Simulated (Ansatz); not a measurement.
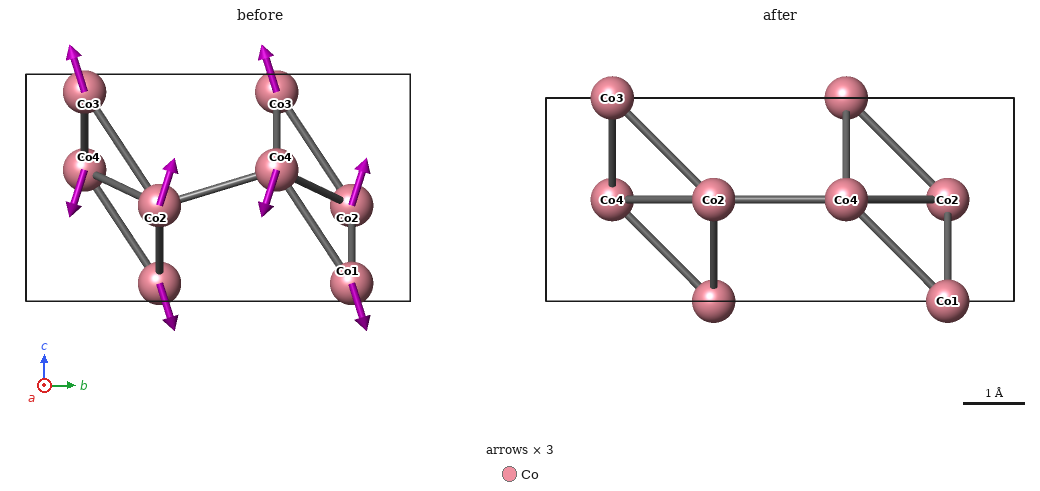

The structure of a crystal of Co (built on the alpha-gallium_64 type) (coarse preliminary run) before (left) and after (right) a relaxation, at one scale. The purple arrows give the displacements (the part carried along by the change of the cell is left out), magnified 3 times.

Style: ball-and-stick. Shown: the conventional cell (2 times the calculation's cell), along the a axis. Lengths and directions refer to the drawn axes.

Case: alpha-gallium type (Cmce, No. 64).

Level of theory: DFT PBEsol, scalar-relativistic, plane waves, PAW (Ansatz).

Input file:
```yaml
crystal:
  lattice:
    - [1.8880756888, -3.1999381528, 0.0]
    - [1.8880756888, 3.1999381528, 0.0]
    - [0.0, 0.0, 3.7811743028]
  atoms:
    - { symbol: Co, position: [0.1525, 0.8475, 0.0785], spin: 1.68 }
    - { symbol: Co, position: [0.6525, 0.3475, 0.4215], spin: 1.68 }
    - { symbol: Co, position: [0.8475, 0.1525, 0.9215], spin: 1.68 }
    - { symbol: Co, position: [0.3475, 0.6525, 0.5785], spin: 1.68 }
basis:
  ecutwfc: 420
kpoints:
  mp_grid: { grid: [6, 6, 4] }
hamiltonian:
  xc: pbesol
scf:
  occupations: { method: gaussian, width: 0.1 }
  lower_state_search: "off"
output:
  forces: true
  stress: true
  eigenvalues: true
  populations: true
magnetization:
  spin_polarized: true
relax:
  adjacent_minimum: "off"
  f_tol: 0.04
  max_steps: 70
  cell: { stress_tol: 0.4 }
```

### Summarise the run.

After 11 accepted moves (14 points after the start) the energy has fallen by 1.421 eV per cell of the calculation. Largest force component: 0.73 eV/Å at the start, 0.0035 eV/Å at the end. The pressure goes from 19.32 to 0.00 GPa. At 3 points the geometry stayed and the basis and grid were re-selected for the new cell (energy shift of 0.132 eV per cell of the calculation at most each time). The largest moves relative to the cell, 0.28 Å, are those of Co1, Co2, Co3 and Co4. Co4 goes roughly along −c. The drawn cell changes as follows: a 3.776 → 3.419 Å (−9.4 %), b 6.400 → 7.794 Å (+21.8 %), c 3.781 → 3.385 Å (−10.5 %); the volume changes by −1.3 %. Near-neighbour distances that change, for instance: Co1–Co2 3.120 → 2.406 Å, Co1–Co3 2.040 → 2.209 Å, Co1–Co4 2.265 → 2.391 Å, Co1–Co2 (another image) 2.291 → 2.406 Å. New bonds form: Co1–Co2 (3.12 → 2.41 Å), Co3–Co4 (3.12 → 2.41 Å). The space group (tolerance 0.01 Å) goes from Cmce (No. 64) to Fmmm (No. 69).

Limits of the set-up: the k-point mesh is coarse for a cell with partly filled bands.
